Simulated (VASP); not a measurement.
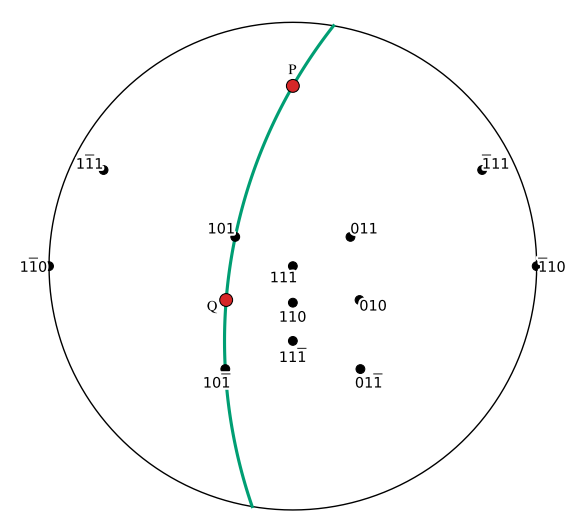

For ZrSe2, an entry of the Crystallography Open Database, as set up for an electronic-structure calculation: stereographic projection of plane normals (upper hemisphere) centred on (1 1 1). Symmetry computed with spglib at a tolerance of 0.002 Å; standard conventional cell.

a = 3.798 Å, b = 3.798 Å, c = 6.192 Å, α = 90.00°, β = 90.00°, γ = 120.00°.

Index the poles marked P, Q.

P is (0 0 1), in four indices (0 0 0 1), 72.9° from the centre; Q is (1 0 0), in four indices (1 0 −1 0), 34.1° from the centre.

Which zone does the coloured great circle trace?

The zone [0 1 0]: its poles satisfy k = 0.

What is the angle between the normals of (−1 1 1) and (0 1 −1), and what are their d_hkl = 1/|g|?

80.2°; d = 2.905 Å and 2.905 Å.
